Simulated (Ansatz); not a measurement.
**La2O3 (P-3m1):Cd_La, thermodynamic levels from a 30-atom cell**

Aim: at which Fermi levels does Cd_La in La2O3 (P-3m1) change its charge? The model is a cell of 30 host atoms with 1 La taken out and 1 Cd put in.

Calculated with Ansatz 0.2.0; place-levels on PBEsol runs: charge-transition levels and formation energies with image-charge correction and potential alignment at the atomic sites.

**1. The structure**

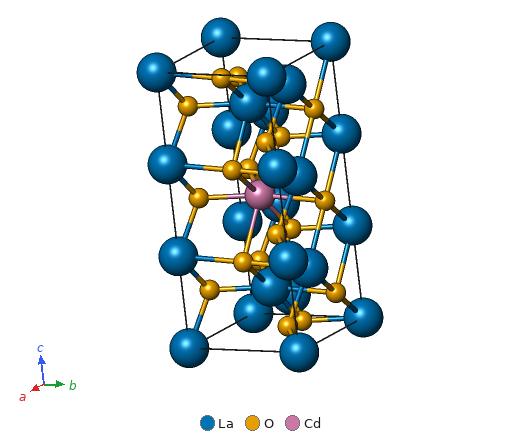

The starting structure, seen slightly off an axis (lanthanum blue, oxygen orange, cadmium pink). Bonds to atoms that aren't drawn are left out. Some periodic images of atoms are drawn too.

The cell holds 30 atoms: 11 La, 18 O and 1 Cd. Cell: a = 7.194 Å, b = 7.194 Å, c = 11.718 Å, α = 74.2°, β = 74.2°, γ = 56.1°. It derives from La2O3 (space group P-3m1). Nearest the centre at fractional (0.711, 0.044, 0.541): Cd12 at 0.00 Å, O18 at 2.35 Å, O27 at 2.35 Å, O17 at 2.35 Å, O16 at 2.42 Å, O29 at 2.70 Å, O19 at 2.70 Å, O20 at 2.70 Å.

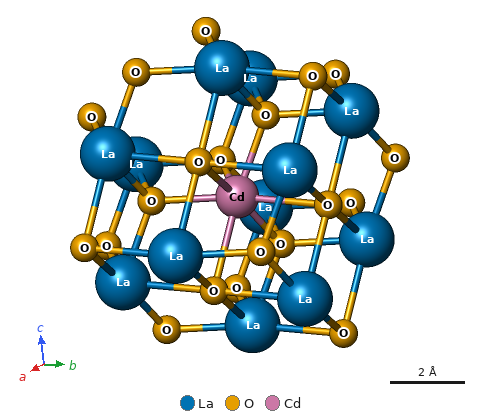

The atoms within 5 Å of the centre.

Structure file:

```xyz
30
Lattice="-1.9529 3.3826 6.0413 3.9059 0.0000 6.0413 5.8588 10.1477 0.0000" Properties=species:S:1:pos:R:3 pbc="T T T"
La    1.9529    1.1275    4.5588
La    0.0000    4.5101    4.5588
La    3.9059    2.2550    7.5239
La    1.9529    5.6376    7.5239
O     1.9529    1.1275    2.1388
O     3.9059    4.5101    8.1801
O     0.0000    2.2550    3.9025
O     1.9529    5.6376    9.9439
O     0.0000    0.0000    0.0000
O     1.9529    3.3826    6.0413
La    3.9059    4.5101    4.5588
Cd    1.9529    7.8927    4.5588
La    5.8588    5.6376    7.5239
La    3.9059    9.0202    7.5239
O     3.9059    4.5101    2.1388
O     5.8588    7.8927    8.1801
O     1.9529    5.6376    3.9025
O     3.9059    9.0202    9.9439
O     1.9529    3.3826    0.0000
O     3.9059    6.7651    6.0413
La    5.8588    7.8927    4.5588
La    3.9059   11.2752    4.5588
La    7.8117    9.0202    7.5239
La    5.8588   12.4028    7.5239
O     5.8588    7.8927    2.1388
O     7.8117   11.2752    8.1801
O     3.9059    9.0202    3.9025
O     5.8588   12.4028    9.9439
O     3.9059    6.7651    0.0000
O     5.8588   10.1477    6.0413
```

Screening for the image-charge correction: ε∞ = (4.91, 4.91, 4.84), ε0 = (26.37, 26.37, 27.12), computed on the host (DFPT, PBEsol).

The cell's shortest repeat is 6.8 Å.

**2. Charge states**

Levels follow from differences of total energies between charge states, each relaxed by itself.

Each atom starts 0.08 Å or so off its site in a random direction. Forces are taken at one point at (¼, ¼, ¼). The cell holds 1 electron more than the neutral one, with a uniform background that keeps it neutral on the whole.

One of the inputs; charge, spin and start change from state to state.

The input, qm1.relax/input.yaml:

```yaml
crystal:
  lattice:
    - [-1.95292927, 3.38257277, 6.04134102]
    - [3.90585859, -3.0e-08, 6.04134102]
    - [1.95292932, 3.38257274, 0.0]
  atoms:
    - { symbol: La, position: [0.21063455, 0.54396788, 0.12269879] }
    - { symbol: La, position: [0.71063455, 0.04396788, 0.62269879] }
    - { symbol: La, position: [0.28936545, 0.95603212, 0.37730121] }
    - { symbol: La, position: [0.78936545, 0.45603212, 0.87730121] }
    - { symbol: O, position: [0.01034767, 0.34368101, 0.32298566] }
    - { symbol: O, position: [0.51034767, 0.84368101, 0.82298566] }
    - { symbol: O, position: [0.48965233, 0.15631899, 0.17701434] }
    - { symbol: O, position: [0.98965233, 0.65631899, 0.67701434] }
    - { symbol: O, position: [0.0, 0.0, 0.0] }
    - { symbol: O, position: [0.5, 0.5, 0.5] }
  supercell: [1, 1, 3]
  defects: [{ substitution: { at: 11, symbol: Cd } }]
total_charge: -1
basis:
  ecutwfc: 420
  xc_grid: 2
hamiltonian:
  xc: pbesol
kpoints:
  mp_grid: { grid: [1, 1, 1], shift: [0.25, 0.25, 0.25] }
scf:
  occupations: { method: fixed }
  max_iter: 80
output:
  forces: true
  charged_corrections:
    epsilon: [4.91, 4.91, 4.84]
    static_epsilon: [26.37, 26.37, 27.12]
relax:
  f_tol: 0.02
  max_steps: 80
  random_displacement: { amplitude: 0.08, seed: 4381 }
checkpoint:
  write: "../qm1.relax.run"
  compress: false
  write_wavefunctions: true
  write_every: 100000
```

Started as:

```bash
$ ansatz run input.yaml --threads 2 --pin off --max-ram 3768MiB --backend cpu --events-out ev --progress --plain --runs-dir out
```

The run of this state that the levels use, under PBEsol:

The input, qm1.point/input.yaml:

```yaml
crystal:
  checkpoint: "../qm1.relax.run"
  host: checkpoint
total_charge: -1
basis:
  ecutwfc: 420
  xc_grid: 2
hamiltonian:
  xc: pbesol
kpoints:
  mp_grid: { grid: [1, 1, 1], shift: [0.25, 0.25, 0.25] }
scf:
  occupations: { method: fixed }
  max_iter: 80
output:
  forces: true
  eigenvalues: true
  charged_corrections:
    epsilon: [4.91, 4.91, 4.84]
    static_epsilon: [26.37, 26.37, 27.12]
    defect_position: [0.710215, 0.043549, 0.541039]
  eigenstates: { localisation: true }
  populations: true
  band_densities: [{ bands: [v1, v1] }, { bands: [c1, c1] }]
  write_density: true
  write_potential: true
  volumetric_format: npy
checkpoint:
  read: "../qm1.relax.run"
  write: "../qm1.point.run"
  compress: false
  write_wavefunctions: false
  write_every: 100000
```

Relaxations under PBEsol at one point at (¼, ¼, ¼); times on 2 threads of Arm Neoverse V2, shared host:

```csv
charge,moment (μB),occupations,outcome,steps,largest displacement against the far atoms (Å),time
−1,0,fixed,converged,7,0.34,43 s
0,1,fixed,converged,12,0.37,3.6 min
```

Single points under PBEsol at one point at (¼, ¼, ¼); times on 2 threads of Arm Neoverse V2, shared host:

```csv
charge,moment (μB),occupations,outcome,time
−1,0,fixed,converged,7 s
0,1,fixed,converged,21 s
```

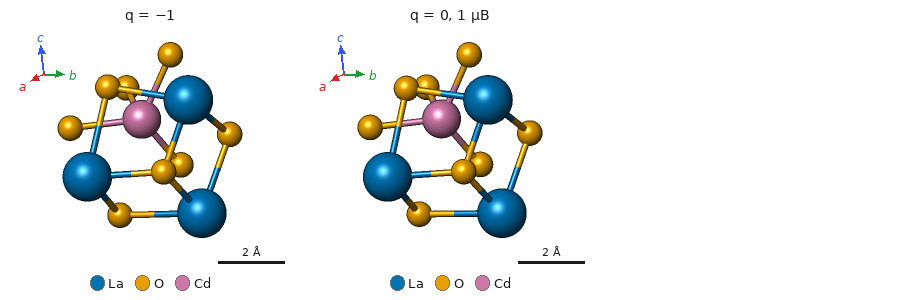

The structures near the centre after relaxation with PBEsol, by charge.

Distances (Å) from Cd12 to the nearest atoms after relaxation with PBEsol:

```csv
charge,moment (μB),1.,2.,3.,4.,5.,6.
−1,0,O 2.20,O 2.21,O 2.21,O 2.31,O 3.07,O 3.11
0,1,O 2.20,O 2.20,O 2.20,O 2.31,O 3.08,O 3.14
```

**3. Placing the levels, PBEsol**

A charged cell interacts with its images and the background, and its potential has another zero than the host's. place-levels removes the first by a point-charge model, screened by the static dielectric constant since the ions have relaxed around the charge, and the second by comparing potentials at atoms far from the defect.

The host is a run of the defect-free crystal in the same cutoffs, grids and k-points, so that basis and sampling errors cancel in part in the differences. Chemical potentials are energies per atom of La (dhcp) and Cd (hcp), run with the same functional and cutoff.

The input, levels.point.yaml:

```yaml
host:
  run: host.point.run
states: [qm1.point.run, q0_M1.point.run]
geometry_from:
  qm1.point.run: qm1.relax.run
  q0_M1.point.run: q0_M1.relax.run
  host.point.run: host.relax.run
chemical_potentials:
  La:
    energy: -6161.276904
    dataset: "<sha256 of the dataset>"
  Cd:
    energy: -8184.064805
    dataset: <sha256 of the dataset>
```

Started as:

```bash
$ ansatz place-levels levels.point.yaml -- --threads 2 --pin off --max-ram 3768MiB
```

Numbers of over 12 decimals in the logs are rounded to 6 here.

Output:

```text
[... repeated set-up lines and file paths are left out, and long positions are rounded to six places ...]
(0/-1) 0.047 eV above the valence edge, 3.727 eV under the conduction edge
formation energy of charge 0: +7.743 eV with the Fermi level at the valence edge
formation energy of charge -1: +7.791 eV with the Fermi level at the valence edge
  edges by pbesol of host.levels_from (<dir>), its mesh sampled to repeats of 6.77 Å (the valence edge +0.064 eV and the conduction edge -0.099 eV from those of the host's own run), gap 3.774 eV; the host is sampled to repeats of 6.77 Å
  the defect's cells are sampled to repeats of 6.77 Å, like sampling
  charge 0: +0.000 eV for its dipole among its images, +0.000 omitted
  charge -1: -86092.9788 eV with its correction of +0.305 eV, at epsilon [26.37, 26.37, 27.12], aligned at sites: -0.2171 eV, mean over 22 atomic sites at or beyond 3.38 Å from the host's site at [0.7111, 0.0441, 0.5408] by the defect at [0.7102, 0.0435, [...]
  of states[1] (q0_M1.point.run): its displacements don't fall off away from the defect: farther atoms stand 0.05 Å off the host's places. [...]
  of states[0] (qm1.point.run): how wide its charge is, is not read beside other atoms or cores, and a band state would take no correction. [...]
Finding the band edges on the unit cell
scf.lower_state_search is light: the run mostly follows only what its SCF or, in some runs, a test of equal spin channels shows. [...]
Engine: ansatz 0.2.0, aarch64-unknown-linux-gnu
Pseudopotentials: kind: paw
Pseudopotential: La, paw, valence charge 11, recommended cutoff 420 eV (normal), La.paw.azcp, content sha256 <sha256 of the dataset>
Pseudopotential: O, paw, valence charge 6, recommended cutoff 420 eV (normal), O.paw.azcp, content sha256 <sha256 of the dataset>
Functional definition: PBEsol
  name "PBEsol"
  cite "Perdew et al., Phys. Rev. Lett. 100, 136406 (2008) doi:10.1103/PhysRevLett.100.136406"
  cite "Perdew, Burke & Ernzerhof, Phys. Rev. Lett. 77, 3865 (1996) doi:10.1103/PhysRevLett.77.3865"
  parent pbesol
  exchange = pbesol_x
  correlation = pbesol_c
Crystal: 10 atoms, lattice volume = 159.635 Å³
Basis set: ecut = 420 eV, 3077 PW (Γ), exchange–correlation on 100×100×54 points (8 copies of the dense FFT grid, shifted against one another)
Bands: 50, of which v1, the nominal top of the filled ones, is band 40 counted from 1 (39 counted from 0)
Symmetry: 4 space group operations
Space group: P-1 (ITA 2), of the structure as read, at distance tolerance 5.4e-5 Å
k-points: 3
Non-local potential: La, projectors of the file, l = 0: 3, l = 1: 2, l = 2: 2, l = 3: 3
Non-local potential: O, projectors of the file, l = 0: 2, l = 1: 2, l = 2: 1
PAW form: soft (Blöchl's): semilocal exchange-correlation on the pseudo side does not see the compensation charge
PAW frozen core: La, regenerated for the run's functional, and the local potential with it (the file was generated under x = pbe(κ = 0.804, μ = 0.219515), c = pbe(β = 0.066725))
PAW frozen core: O, regenerated for the run's functional, and the local potential with it (the file was generated under x = pbe(κ = 0.804, μ = 0.219515), c = pbe(β = 0.066725))
PAW one-centre angular grid: La, 590 points (default); XC on 64 Gauss nodes
PAW one-centre angular grid: O, 110 points (default); XC on 64 Gauss nodes
Initial density: superposition of atomic densities (neutral atoms: chi_scale 0, normalization atom), corrected by the library's trained network
Initial wavefunctions: pseudopotential atomic-orbital guess
Functional: x = pbesol(κ = 0.804, μ = 0.123457), c = pbesol(β = 0.046)
SCF iter   1: F=—  HF=-28029.358628 eV  |F-HF|=—  |Δ(HF+E_count)|=         —  Δρ=1.50e-2  dr2=3.16e-1  ethr=1.77e-3  ⟨swp⟩=4.7  Hψ=587  notcnv=0  defer=19
all-band conjugate gradients solve this SCF's bands
preconditioner: auto → Resta (q_TF=auto, 2.432 Å⁻¹)  ε∞=5.0  [insulator: Δε(μ)=3.792 eV  Ē_g=12.402 eV  n_scr=38 (ndim 8)  ℏωp=24.9 eV  f_vac=0.022  ε∞_Penn≈5.0]
SCF iter   2: F=—  HF=-28029.300881 eV  |F-HF|=—  |Δ(HF+E_count)|=   5.77e-2  Δρ=5.47e-3  dr2=3.63e-2  ethr=3.94e-4  ⟨swp⟩=3.0  Hψ=292  notcnv=0  defer=24
SCF iter   3: F=—  HF=-28029.293745 eV  |F-HF|=—  |Δ(HF+E_count)|=   7.14e-3  Δρ=1.38e-3  dr2=2.28e-3  ethr=4.54e-5  ⟨swp⟩=3.0  Hψ=218  notcnv=0  defer=24
SCF iter   4: F=—  HF=-28029.294360 eV  |F-HF|=—  |Δ(HF+E_count)|=   6.15e-4  Δρ=9.09e-4  dr2=1.24e-3  ethr=2.85e-6  ⟨swp⟩=3.0  Hψ=257  notcnv=0  defer=24
SCF iter   5: F=—  HF=-28029.294156 eV  |F-HF|=—  |Δ(HF+E_count)|=   2.04e-4  Δρ=1.60e-4  dr2=3.64e-5  ethr=1.55e-6  ⟨swp⟩=2.0  Hψ=191  notcnv=0  defer=24
SCF iter   6: F=—  HF=-28029.294174 eV  |F-HF|=—  |Δ(HF+E_count)|=   1.85e-5  Δρ=4.98e-5  dr2=3.79e-6  ethr=4.55e-8  ⟨swp⟩=2.0  Hψ=271  notcnv=0  defer=24
SCF iter   7: F=—  HF=-28029.294175 eV  |F-HF|=—  |Δ(HF+E_count)|=   3.59e-7  Δρ=1.11e-5  dr2=2.06e-7  ethr=4.74e-9  ⟨swp⟩=2.0  Hψ=214  notcnv=0  defer=24
SCF iter   8: F=-28029.294175 eV  HF=-28029.294175 eV  |F-HF|=1.86e-8  |Δ(HF+E_count)|=   2.72e-7  Δρ=2.39e-6  dr2=1.58e-8  ethr=1.25e-10  ⟨swp⟩=17.0  Hψ=652  notcnv=0
SCF 1 converged in 8 iterations: F = -28029.294175 eV  dr2 = 1.58e-8
  greatest PAW one-centre occupation: 0.973 electrons in one spin orbital (limit 2), on the La atom at site 3 (counted from 0), in its partial waves of l = 0
NSCF: frozen V_eff on 112 k-points
NSCF: frozen V_eff on 112 k-points
[...]
SCF converged after 8 iterations
Free energy (F): -28029.294175 eV
Harris-Foulkes:  -28029.294175 eV  (|F-HF|=1.86e-8)
Internal energy: -28029.294175 eV  (E = F + TS)
E sigma→0 (E₀):  -28029.294175 eV
Fermi energy:    9.836963 eV
--- Per-component energies (eV) ---
  E_band       = 4.537351
  E_kinetic    = 1824.507343
  E_local      = -3000.793584  (includes V_loc(G=0)·N_el)
  E_nonlocal   = 681.800508
  E_hartree    = 1067.409382
  E_xc         = -997.311394
  E_vxc        = -1158.784374  (∫ρ·V_xc dr)
  E_paw        = -22231.076305  (= ΣΔE_a)
  E_vpaw       = -477.027349  (= ΣTr[D̂ρ^β])
  E_aug_tail   = 0.014491  (compensation charges beyond the density's cutoff)
  E_ewald      = -5374.734381
  E_core_change = 0.889765  (= ΣΔE_core)
  E_smearing   = -0.000000  (= −TS)
  E_closure    = 0.000000  (closes the sum)
  Σ components = -28029.294175   (vs F -28029.294175, Δ=0.00e0)
  [band-id]    e_kinetic+e_local+e_nonlocal+2·e_hartree+e_vxc+e_vpaw+e_augmentation_tail = 4.535799   (vs E_band 4.537351, Δ=-1.55e-3)
--- Band table (eV) ---
  k-point 0: bands = ["-19.7743", "-19.5548", "-19.5474", "-19.4952", [... 42 left out ...] "15.1509", "15.1708", "15.1746", "15.2507"]
  k-point 1: bands = ["-19.6203", "-19.5129", "-19.5051", "-19.4769", [... 42 left out ...] "15.0014", "15.1310", "15.1723", "15.2470"]
  [... further k-points left out ...]
  band table: 50 of 50 bands, residual norms ≤ 1.0e-3 eV; checked for missing levels (by up to 5 random probe vectors, on a GPU possibly others besides, in at most 1 round, or by a solve in the whole basis): settled at every k-point
Analysis tables were printed to stdout; those that stand in <dir> are files there too
```

The job ended after 99 s (2 threads of Arm Neoverse V2, shared host).

Under PBEsol the gap is 3.77 eV, (0/−1) 0.05 eV.

Levels between the charges placed, in eV above the valence top:

```csv
,gap (eV),(0/−1)
PBEsol,3.77,0.05
```

Corrections by state:

```csv
charge,moment (μB),image terms and alignment (eV),band filling (eV),ε used,"over the lowest of its charge, as the program ranks them, band filling apart (eV)"
0,1.0,0.000,-,-,0.000
−1,0.0,0.305,-,"principal values (26.37, 26.37, 27.12)",0.000
```

From the program's caveats on the states, each cut to its opening words:

- charge 0 (1 μB): its displacements don't fall off away from the defect: farther atoms stand 0.05 Å off the host's places
- charge −1: how wide its charge is, is not read beside other atoms or cores, and a band state would take no correction
- charge −1: its alignment with the host at atomic sites is doubtful: the mean over the far sites moves by -0.0525 eV from their farther parts to their nearer, more than [...]
- charge −1: its displacements don't fall off away from the defect: farther atoms stand 0.043 Å off the host's places

The host's formation energy from the elements is -3.465 eV per atom; it sets how far the chemical potentials can move.

Limit set by the element alone; other compounds of these elements are not counted. Chemical potentials from the elements' reference states: La 0.00 eV, O -5.77 eV, Cd 0.00 eV. Formation energies (La-rich), with the Fermi level at the valence top and at the conduction bottom (gap 3.77 eV):

```csv
charge,at valence top (eV),at conduction bottom (eV),correction included (eV)
0,7.74,7.74,0.00
−1,7.79,4.02,0.31
```

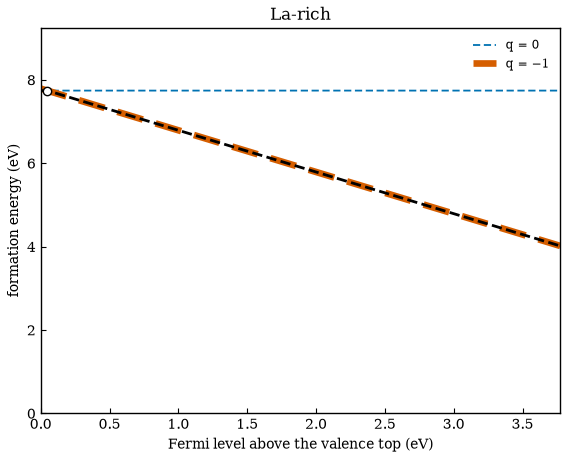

Formation energy against Fermi level; the thick line follows the lowest charge state and circles mark the transition levels.

Limit set by the element alone; other compounds of these elements are not counted. Chemical potentials from the elements' reference states: O 0.00 eV, La -8.66 eV, Cd 0.00 eV. Formation energies (O-rich), with the Fermi level at the valence top and at the conduction bottom (gap 3.77 eV):

```csv
charge,at valence top (eV),at conduction bottom (eV),correction included (eV)
0,-0.92,-0.92,0.00
−1,-0.87,-4.65,0.31
```

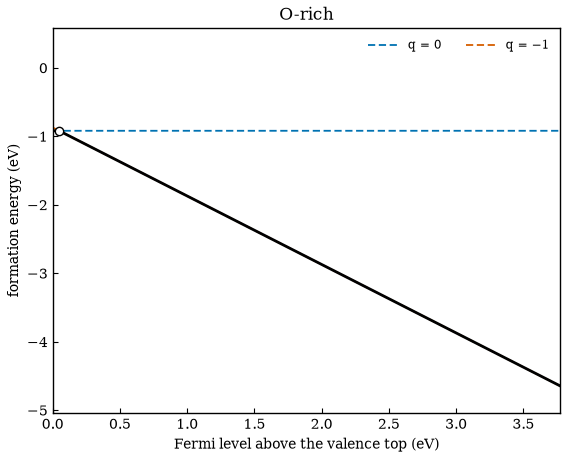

Formation energy against Fermi level; the thick line follows the lowest charge state and circles mark the transition levels.

**4. place-levels, r2SCAN**

r2SCAN on the same structure is run to see how far the result rests on the functional, though not on the errors that semilocal functionals share.

qm1.r2scan/input.yaml, as its differences from qm1.point/input.yaml of step 2:

```diff
@@ -5,6 +5,6 @@
 basis:
-  ecutwfc: 420
+  ecutwfc: 500
   xc_grid: 2
 hamiltonian:
-  xc: pbesol
+  xc: r2scan
 kpoints:
@@ -12,3 +12,3 @@
 scf:
-  occupations: { method: fixed }
+  occupations: { method: fermi_dirac, width: 0.01 }
   max_iter: 80
@@ -27,5 +27,5 @@
   volumetric_format: npy
+  elf: true
 checkpoint:
-  read: "../qm1.relax.run"
-  write: "../qm1.point.run"
+  write: "../qm1.r2scan.run"
   compress: false
```

Elapsed: 21 s, on 2 threads; peak memory 1.1 GiB; 42 s of CPU time.

The input, levels.r2scan.yaml:

```yaml
host:
  run: host.r2scan.run
states: [qm1.r2scan.run, q0_M1.r2scan.run]
geometry_from:
  qm1.r2scan.run: qm1.relax.run
  q0_M1.r2scan.run: q0_M1.relax.run
  host.r2scan.run: host.relax.run
chemical_potentials:
  La:
    energy: -6264.678007
    dataset: "<sha256 of the dataset>"
  Cd:
    energy: -8268.18503
    dataset: <sha256 of the dataset>
```

Started as:

```bash
$ ansatz place-levels levels.r2scan.yaml -- --threads 2 --pin off --max-ram 3768MiB
```

Output:

```text
(0/-1) 0.086 eV above the valence edge, 4.169 eV under the conduction edge
formation energy of charge 0: +8.017 eV with the Fermi level at the valence edge
formation energy of charge -1: +8.103 eV with the Fermi level at the valence edge
  edges by r2scan, gap 4.255 eV; the host is sampled to repeats of 6.77 Å
[... the lines on each state left out ...]
```

Run time: 0.11 s. Hardware: 2 threads.

Under r2SCAN the gap is 4.25 eV, (0/−1) 0.09 eV; the stage before (PBEsol) gave a gap of 3.77 eV and levels within 0.04 eV of these.

**5. Another choice**

In this try the input is made faulty on purpose, to show what that does.

Another version of the file is tried.

levels.try0.yaml is levels.point.yaml with these lines changed:

```diff
-  La:
-    energy: -6161.276904
-    dataset: "<sha256 of the dataset>"
-  Cd:
-    energy: -8184.064805
-    dataset: <sha256 of the dataset>
+  La: -6161.276904
+  Cd: -8184.064805
```

Started as:

```bash
$ ansatz place-levels levels.try0.yaml -- --threads 2 --pin off --max-ram 3768MiB
```

Output:

```text
Error: YAML parse error: error: line 9 column 3: chemical_potentials.Cd: expected a mapping of `energy` and `dataset` (the content sha256 that the runs behind the energy print of the element's pseudopotential file), got a number
  --> <input>:9:3
   |
 7 |   host.point.run: host.relax.run
 8 | chemical_potentials:
 9 |   La: -6161.276904
   |   ^ chemical_potentials.Cd: expected a mapping of `energy` and `dataset` (the content sha256 that the runs behind the energy print of the element's pseudopotential file), got a number
10 |   Cd: -8184.064805
   |
```

The change: chemical potentials as bare numbers.

No levels were formed: the file was rejected.

**6. Cost and result**

Levels between neighbouring charges, in eV above each run's own valence top:

```csv
,gap (eV),(0/−1),CPU time a state at this stage (restarts are quicker than cold starts)
"PBEsol, (¼, ¼, ¼)",3.77,0.05,27 s
"r2SCAN on PBEsol structures, (¼, ¼, ¼)",4.25,0.09,2.1 min
```

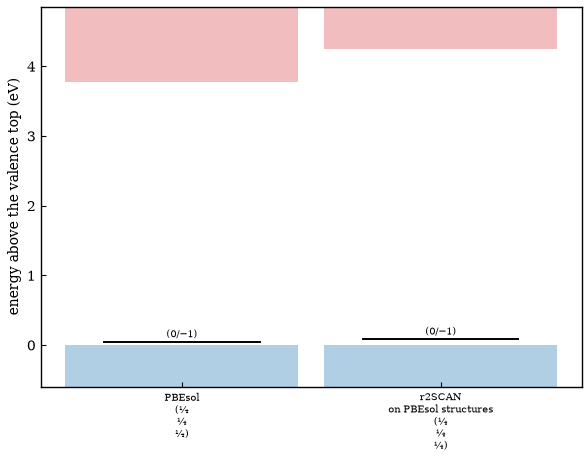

Levels between stable charges at each rung, each against its own band edges (shaded).

**7. Outcome**

```json
{
 "gap of the host": "3.77 eV (PBEsol)",
 "level (0/minus 1)": "0.05 eV above the valence top",
 "lowest of the charges placed, just above the valence top (0.02 eV)": "0",
 "lowest of the charges placed, just below the conduction bottom (0.02 eV)": "−1",
 "lowest formation energy at mid-gap of the charges run, La-rich": "5.90 eV",
 "lowest formation energy at mid-gap of the charges run, O-rich": "-2.76 eV"
}
```

**Reading.** Of the charges placed (−1 and 0), the lowest changes at 0.05 eV (0/−1) above the valence top, in a gap of 3.77 eV. (0/−1) lies nearer to a band edge than the share of the finite-size correction in it (0.31 eV), and that correction holds for a localised charge alone. (0/−1) lies 0.05 eV from a band edge, less than the doubt on such levels. Charges above 0 and below −1 were not placed, so these runs say nothing of levels that involve them. States placed: 0 at 1 μB; −1 at 0 μB. Other spin states or structures, where not listed, weren't placed. Cd is taken at its element; compounds, which aren't counted here, bound the chemical potentials and would shift these formation energies. The lowest formation energy (O-rich) is negative across the gap, so the defect would form by itself: these chemical potentials lie beyond what competing compounds allow, or the host is unstable against it. The program doubts the alignment of potentials for at least one state, a sign that the cell is small. What this leaves open: one k-point off the zone centre stands for the whole zone; the images are only 6.8 Å apart; PBEsol makes the gap too small and tends to spread out bound carriers; where a gas molecule sets a chemical potential or the host's formation energy, its binding is uncorrected; spin–orbit coupling, which can matter with heavy atoms, is left out.

[Logs are printed without paths, hosts, clocks, repeated set-up lines and the standing remarks that a program may print on its own settings, such as how far it seeks lower states.]

[Hosts, paths, dates, database ids (printed as entryN), source tags and the programs' standing remarks are cut or masked in the printed files.]

[Where a table of states has a column of steps, it counts the stored structures, which are thinned; the runs took as many ionic steps or more.]

[A defect's name tells the site on which it was built; relaxed atoms can leave that site.]

[For some hosts the program warned that the k-mesh of the response run may be too coarse for force constants and the static dielectric constant; such warnings are not shown here.]
